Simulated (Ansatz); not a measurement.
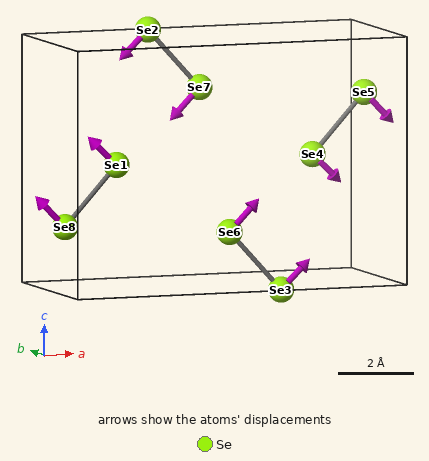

Phonons of a crystal of Se (a generated structure), at the zone centre. The optical levels lie at 30i, 8, 21, 23, 24, 27, 34, 104, 105, 107, 112, 125, 127, 147, 148, 160, 168, 347, 350, 364, 373 cm⁻¹. One mode is drawn. The purple arrows are the displacements of the atoms (eigenvector over the root of the mass), of arbitrary overall length and sign. A ball-and-stick model of the cell of the calculation, seen slightly off an axis.

Theory: Ansatz 0.2.0, DFT PBE, scalar-relativistic, plane waves, PAW. Settings: plane-wave cutoff 420 eV; k-point mesh 4 × 6 × 4; occupations fixed; no spin polarisation.

Frequencies are those without the non-analytic (LO–TO) term.

To which level does it belong?

The level at 147 cm⁻¹. This is the B₂g mode, optical level 14 of 21, counted from below (1 lower level is imaginary, so the structure is unstable), Raman-active by symmetry. Whole molecular units slide against one another.
